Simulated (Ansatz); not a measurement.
System: Zn6O5 (distorted or defective cell).

The calculation's input:

```
crystal:
  lattice:
    - [0.0, 0.0, 5.2932332175]
    - [4.9190861938, 2.8400357381, 0.0]
    - [-4.9190861938, 2.8400357382, 0.0]
  atoms:
    - { symbol: Zn, position: [0.5006044103, 0.3333333333, 1.0] }
    - { symbol: Zn, position: [0.5006044103, 0.6666666667, 0.6666666667] }
    - { symbol: Zn, position: [0.5006044103, 0.0, 0.3333333333] }
    - { symbol: Zn, position: [0.0006044103, 0.3333333333, 0.3333333333] }
    - { symbol: Zn, position: [0.0006044103, 0.6666666667, 1.0] }
    - { symbol: Zn, position: [0.0006044103, 0.0, 0.6666666667] }
    - { symbol: O, position: [0.8797055897, 0.6666666667, 0.6666666667] }
    - { symbol: O, position: [0.8797055897, 0.0, 0.3333333333] }
    - { symbol: O, position: [0.3797055897, 0.3333333333, 0.3333333333] }
    - { symbol: O, position: [0.3797055897, 0.6666666667, 1.0] }
    - { symbol: O, position: [0.3797055897, 0.0, 0.6666666667] }
  host:
    lattice:
      - [3.2793907959, 0.0, 0.0]
      - [-1.6396953979, 2.8400357382, 0.0]
      - [0.0, 0.0, 5.2932332175]
    atoms:
      - { symbol: Zn, position: [0.6666666667, 0.3333333333, 0.5006044103] }
      - { symbol: Zn, position: [0.3333333333, 0.6666666667, 0.0006044103] }
      - { symbol: O, position: [0.6666666667, 0.3333333333, 0.8797055897] }
      - { symbol: O, position: [0.3333333333, 0.6666666667, 0.3797055897] }
basis:
  ecutwfc: 420
  xc_grid: 2
kpoints:
  mp_grid: { grid: [3, 3, 3], shift: [0.0, 0.0, 0.0] }
hamiltonian:
  xc: pbe
scf:
  occupations: { method: gaussian, width: 0.01 }
output:
  forces: true
  stress: false
  eigenvalues: true
  charged_corrections:
    defect_position: [0.87970559, 0.33333333, 1.0]
    epsilon: [[10.5527, 0.0, 0.0], [0.0, 10.5527, 0.0], [0.0, 0.0, 11.5861]]
  write_density: true
  write_potential: true
  elf: true
  volumetric_format: npy
relax:
  adjacent_minimum: "off"
  f_tol: 0.025
  max_steps: 45
```

Command:

```sh
ansatz run input.yaml --threads 4 --pin off --max-ram 10240MiB --backend cpu --events-out ev --progress --plain --runs-dir out
```

The fields are those of the run's last geometry, not of the input's.

The calculation used DFT PBE, scalar-relativistic, plane waves, PAW (Ansatz).

**What can the converged valence pseudo-density and electron localisation function tell about the bonding?**

Zn–O (2.05 Å): ρ at the midpoint is about 0.51 e/Å³; the ELF peaks at about 0.85 in the valence shell of O, 0.6 Å from its nucleus, and is about 0.25 at the midpoint: no localised pair shows between them.

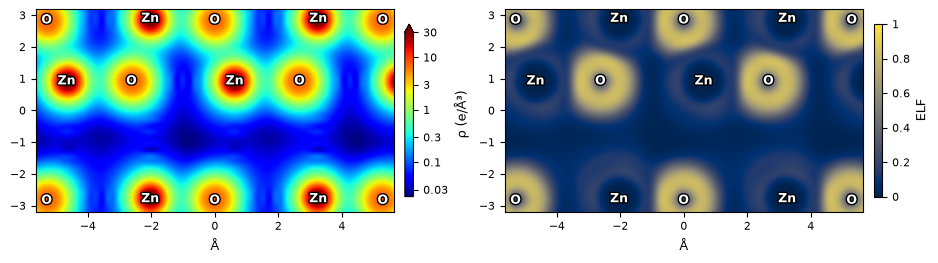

Computed valence pseudo-density and electron localisation function on the (010) plane of the calculation cell, in this order. 

In a PAW calculation such maps are meaningful between the atoms, not at the nuclei.
